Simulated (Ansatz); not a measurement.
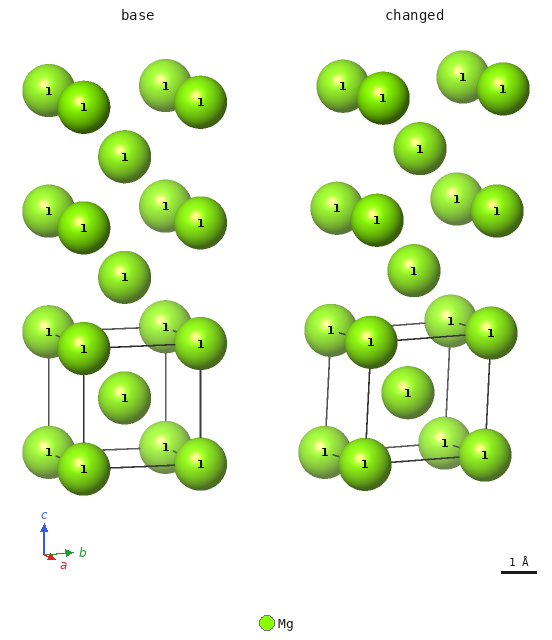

Left: a symmetric starting cell of Mg. Right: the same structure after one change, at the same scale. Style: spheres-only. Shown: the conventional cell (2 times the calculation's cell), repeated 1 × 1 × 3 with one cell outlined, slightly off an axis. Lengths and directions refer to the drawn axes.

The calculation used DFT PBE, scalar-relativistic, plane waves, PAW in Ansatz. (plane-wave cutoff 420 eV; k-point mesh 15 × 15 × 15; occupations gaussian; smearing width 0.1 eV; no spin polarisation)

Q: What was changed?

A: The cell is strained by +9.6 % along [1 1 1] and −2.4 % across it (volume +4.4 %), the atoms keeping their fractional coordinates. No relaxation follows. The starting cell wasn't computed here and needn't be at equilibrium, so pressure and forces aren't due to the change alone.

Q: And its effect?

A: Among the bonded contacts that change: Mg–Mg 3.071 → 3.040 to 3.365 Å. The space group (tolerance 0.01 Å) goes from Im-3m (No. 229) to R-3m (No. 166). The pressure is 0.1 GPa (not all of it need come from the change, since the unchanged cell can be under pressure at this level too). The principal stresses (compression positive) are −3.2 GPa along [1 1 1] and 1.7 GPa across it. All forces vanish by symmetry.
